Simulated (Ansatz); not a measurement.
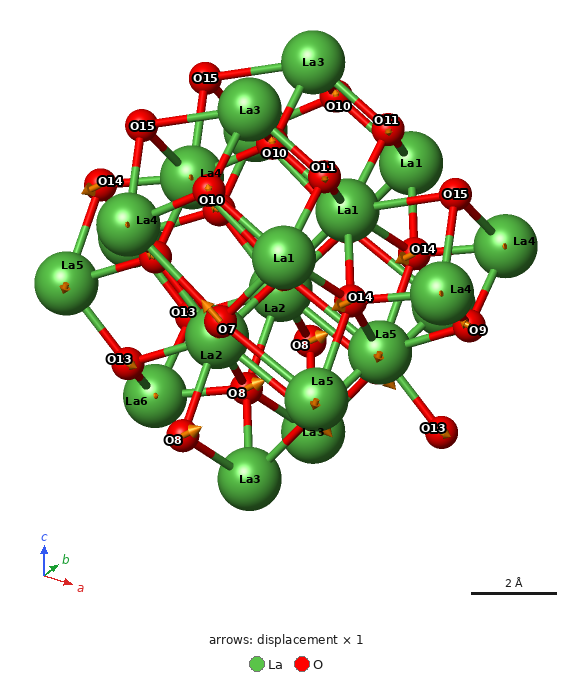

A relaxation of a crystal of La2O3 (built on the database structure type). The starting structure is drawn; orange arrows show the displacements (the part carried along by the change of the cell is left out), at their true length.

The picture is a ball-and-stick view of the atoms within 5.8 Å of the atom that moves most (axes of the conventional cell (2 times the calculation's cell) (origin shifted)), seen slightly off an axis. Lengths and directions refer to the drawn axes.

Computed with DFT, r2SCAN, plane waves, PAW (Ansatz). (plane-wave cutoff 500 eV; k-point mesh 6 × 6 × 4; occupations fermi dirac; smearing width 0.02 eV; no spin polarisation; cell and atoms relaxed; force threshold 0.005 eV/Å)

Question: What did the optimiser do to the structure, and how much energy did it gain?

Answer: After 10 accepted moves (14 points after the start) the energy has fallen by 11.2 meV per atom. Largest force component: 0.037 eV/Å at the start, 0.00019 eV/Å at the end. The pressure goes from −1.25 to 0.01 GPa. The line search rejected the trial steps at points 1, 8, 11 of the run. The SCF was repeated once at an unchanged geometry on a basis and grid sized afresh for the cell, which shifted the energy by 0.3 meV per atom at most. The largest moves relative to the cell, 0.71 Å, are those of O atoms. By element the largest moves are O 0.71 Å, La 0.29 Å. The volume changes by −3.3 %, with a 14.770 → 14.019 Å (−5.1 %), b 3.804 → 3.936 Å (+3.5 %), c 9.225 → 9.164 Å (−0.7 %), β 100.4° → 102.9°. Some distances before and after: La–O 3.704 → 2.726 Å, La–O 3.177 → 2.450 Å, La–O 2.951 → 3.675 Å, La–O 2.405 → 2.726 Å. New bonds form: La–O (3.70 → 2.73 Å). Bond angles that change, for instance: La–O–La 157.8° → 180.0°, La–O–La 90.4° → 106.2°, La–O–La 91.1° → 106.2°. The space group (tolerance 0.01 Å) goes from C2/m (No. 12) to P-3m1 (No. 164). The run took 82 s on 1 × NVIDIA H100 80GB HBM3 with 2 threads of AMD EPYC 7R13 Processor (Zen 3) (shared host), peak memory 1.4 GiB.
